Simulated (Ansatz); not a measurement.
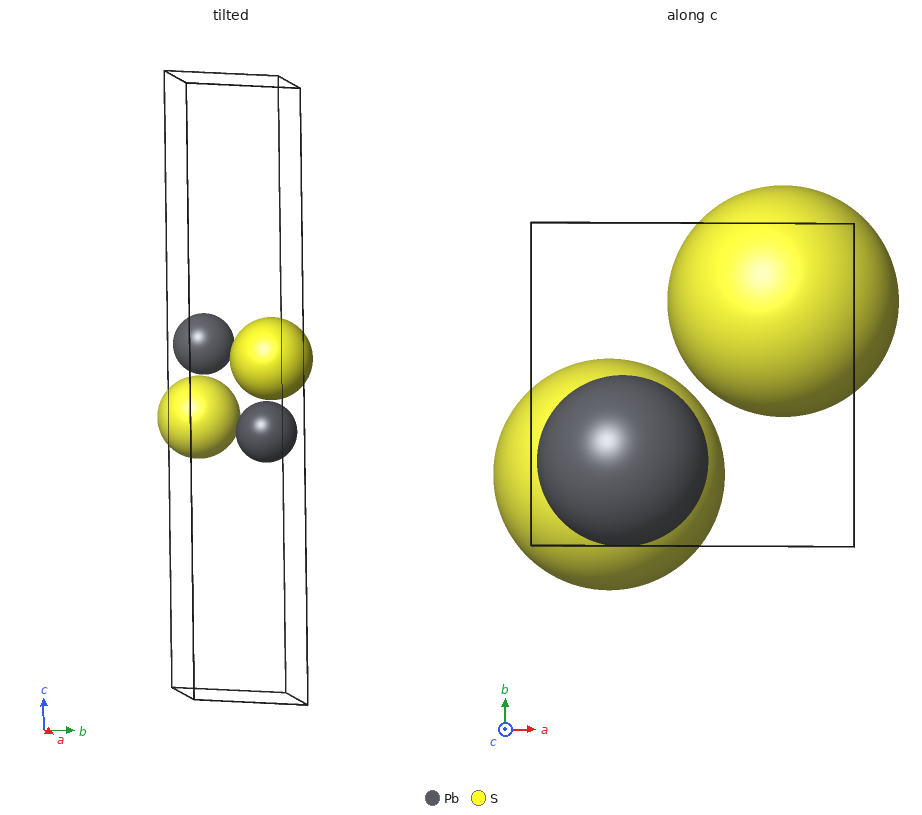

Space-filling drawing of the structure, looking slightly off an axis and along the c axis. One simulation cell is framed, with atoms on its boundary repeated.

PbS, space group C2/m (No. 12), a = 4.193 Å, b = 4.193 Å, c = 22.259 Å, α = 93.80°, β = 93.80°, γ = 90.00°. Starting structure: a structure listed in the Materials Project. Earlier steps of the study may have refined or changed the cell and positions. It was run through Ansatz as a DFT input.

This one geometry was computed with Ansatz (DFT, plane waves, PAW) at six levels of theory: PBE with spin-orbit coupling, HSE06, LDA, PBE0, PBE and r2SCAN.

### How does the band gap change with the level of theory?

PBE with spin-orbit coupling: a gap of 1.32 eV, direct; LDA: a gap of 1.58 eV, direct; PBE: a gap of 1.75 eV, direct; r2SCAN: a gap of 2.10 eV, direct; HSE06: a gap of 2.35 eV, direct; PBE0: a gap of 2.93 eV, direct.

### Collect the results in a table.

| level | cutoff (eV) | k-mesh of the run's cell | gap (eV) | pressure (GPa) |
| --- | --- | --- | --- | --- |
| PBE with spin-orbit coupling | 420 | 6×6×2 | 1.32 | 0.4 |
| HSE06 | 420 | 4×4×2 | 2.35 | 0.1 |
| LDA | 420 | 6×6×2 | 1.58 | -0.7 |
| PBE0 | 420 | 4×4×2 | 2.93 | 0.1 |
| PBE | 420 | 6×6×2 | 1.75 | 0.4 |
| r2SCAN | 500 | 6×6×2 | 2.10 | 0.2 |

Gaps are taken on the k-mesh or band path of each run.
